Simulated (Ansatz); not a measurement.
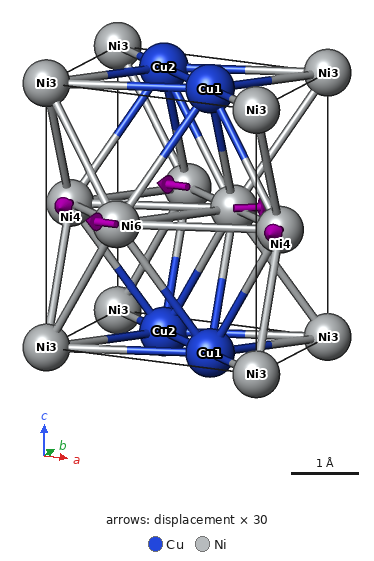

A relaxation of a crystal of CuNi2 (a generated structure, set up in P-62m) (coarse preliminary run). The starting structure is drawn; purple arrows show the displacements (the part carried along by the change of the cell is left out), 30 times their true length.

Style: ball-and-stick. Shown: the cell of the calculation, slightly off an axis.

Method: Ansatz 0.2.0, DFT PBE, scalar-relativistic, plane waves, PAW.

Input
```yaml
crystal:
  lattice:
    - [4.36597079, 0.0, 0.0]
    - [-2.18298539, 3.78104162, 0.0]
    - [0.0, 0.0, 3.98253279]
  atoms:
    - { symbol: Cu, position: [0.66666667, 0.33333333, 0.0] }
    - { symbol: Cu, position: [0.33333333, 0.66666667, 0.0] }
    - { symbol: Ni, position: [0.0, 0.0, 0.0], spin: 2.0 }
    - { symbol: Ni, position: [0.0, 0.33333333, 0.5], spin: 2.0 }
    - { symbol: Ni, position: [0.66666667, 0.66666667, 0.5], spin: 2.0 }
    - { symbol: Ni, position: [0.33333333, 0.0, 0.5], spin: 2.0 }
basis:
  ecutwfc: 420
kpoints:
  mp_grid: { grid: [6, 6, 4] }
hamiltonian:
  xc: pbe
scf:
  occupations: { method: gaussian, width: 0.1 }
  lower_state_search: "off"
output:
  forces: true
  stress: true
  eigenvalues: true
  populations: true
magnetization:
  spin_polarized: true
relax:
  adjacent_minimum: "off"
  f_tol: 0.04
  max_steps: 70
  cell: { stress_tol: 0.4 }
```

Run as
```bash
ansatz run input.yaml --threads 4 --pin off --max-ram 8192MiB --backend cpu --events-out ev --progress --plain --runs-dir out
```

### Which element moves most?

Nickel: up to 0.022 Å, against 0.000 Å for copper.

### Describe the change and its energy.

Over 2 accepted moves (3 points after the start) the energy falls by 16.1 meV per atom. Largest force component: 0.26 eV/Å at the start, 0.03 eV/Å at the end. The pressure goes from 4.78 to 0.20 GPa. At 1 point the geometry stayed and the basis and grid were re-selected for the new cell (energy shift of 0.1 meV per atom at most each time). The largest moves relative to the cell, 0.022 Å, are those of Ni4, Ni5 and Ni6. Ni5 goes along [1 1 0]. Cu stays in place. The volume changes by +2.3 %, with a = b 4.366 → 4.334 Å (−0.7 %), c 3.983 → 4.133 Å (+3.8 %). Near-neighbour distances that change, for instance: Cu1–Ni4 2.466 → 2.528 Å, Ni4–Ni5 2.521 → 2.465 Å, Ni3–Ni4 2.466 → 2.509 Å, Cu1–Ni3 2.521 → 2.502 Å. The space group stays P-62m (No. 189).

Limits of the set-up: the k-point mesh is coarse for a cell with partly filled bands.
